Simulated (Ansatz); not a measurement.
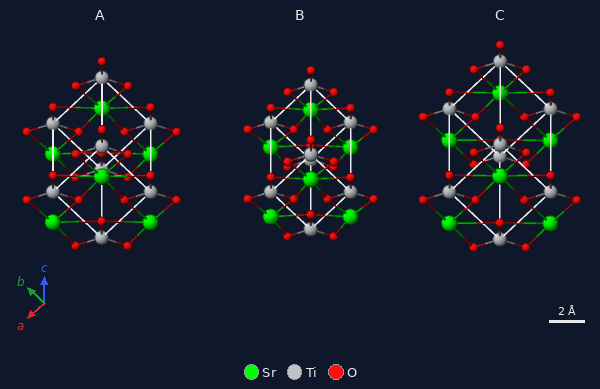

3 geometries from one relaxation of a crystal of SrTiO₃ (a generated structure, set up in P-6m2) (coarse preliminary run), in shuffled order. Style: ball-and-stick. Shown: the cell of the calculation, from a free direction.

Level of theory: Ansatz 0.2.0, DFT PBE, scalar-relativistic, plane waves, PAW. Settings: plane-wave cutoff 420 eV; k-point mesh 6 × 6 × 4; occupations gaussian; smearing width 0.1 eV; collinear spin; cell and atoms relaxed; force threshold 0.04 eV/Å; at most 70 steps.

Question: Order the frames from highest to lowest energy.

Answer: B, A, C. They are steps 0, 8, 17, at +2046 meV per atom, +53.9 meV per atom relative to the last. Over 13 accepted moves (17 points after the start) the energy falls by 2046 meV per atom. Largest force component: 6.1 eV/Å at the start, 0.0046 eV/Å at the end. Pressure: 72.91 GPa at the start and 0.09 GPa at the end. The SCF was repeated 4 times at an unchanged geometry on a basis and grid sized afresh for the cell, which shifted the energy by 147 meV per atom at most. The largest moves relative to the cell, 0.21 Å, are those of O atoms. Sr and Ti stay in place. The drawn cell changes as follows: a = b 4.563 → 5.792 Å (+26.9 %), c 4.732 → 5.652 Å (+19.4 %); the volume changes by +92.5 %. Near-neighbour distances that change, for instance: Sr–Ti 2.634 → 3.344 Å, O–Sr 2.291 → 2.897 Å, O–Ti 1.532 → 1.737 Å. Among the angles between lasting bonds that change: O–Sr–O 169.2° → 177.4°, Sr–O–Sr 169.2° → 177.4°, O–Sr–O 70.8° → 62.6°. The space group stays P-6m2 (No. 187). The program noted that the starting moments weren't kept. The run may lie on a higher electronic state than the lowest, so the end point isn't shown to be the ground-state structure.
